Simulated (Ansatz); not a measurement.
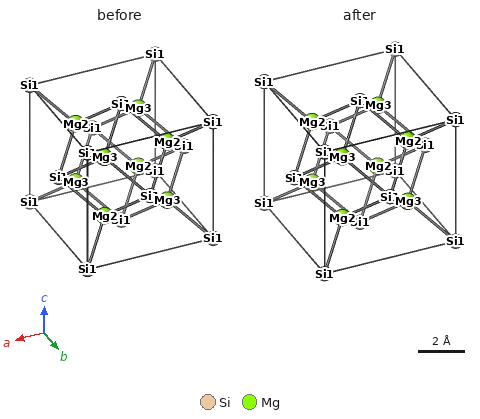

The structure of a crystal of Mg2Si (a generated structure, set up in Fm-3m) before (left) and after (right) a relaxation, at one scale.

Style: ball-and-stick. Shown: the conventional cell (4 times the calculation's cell), from a free direction. Lengths and directions refer to the drawn axes.

Case: cell and atoms relaxed from a first guess.

Level of theory: Ansatz, DFT, PBE, PAW with Ansatz's default frozen-core files, scalar-relativistic. (plane-wave cutoff 420 eV; k-point mesh 10 × 10 × 10; occupations fermi dirac; smearing width 0.05 eV; no spin polarisation; cell and atoms relaxed; force threshold 0.005 eV/Å; at most 80 steps)

> Describe what moved and what it gained.

Over 3 accepted moves (5 points after the start) the energy falls by 0.186 eV per cell of the calculation. All forces vanish by symmetry, so only the cell relaxes. The pressure goes from 8.72 to 0.00 GPa. At 2 points the geometry stayed and the basis and grid were re-selected for the new cell (energy shift of 1.0 meV per cell of the calculation at most each time). No atom moves by more than 0.005 Å relative to the cell. The volume changes by +13.4 %, with a = b = c 6.104 → 6.365 Å (+4.3 %). Some distances before and after: Si1–Mg2 2.643 → 2.756 Å. The space group stays Fm-3m (No. 225).
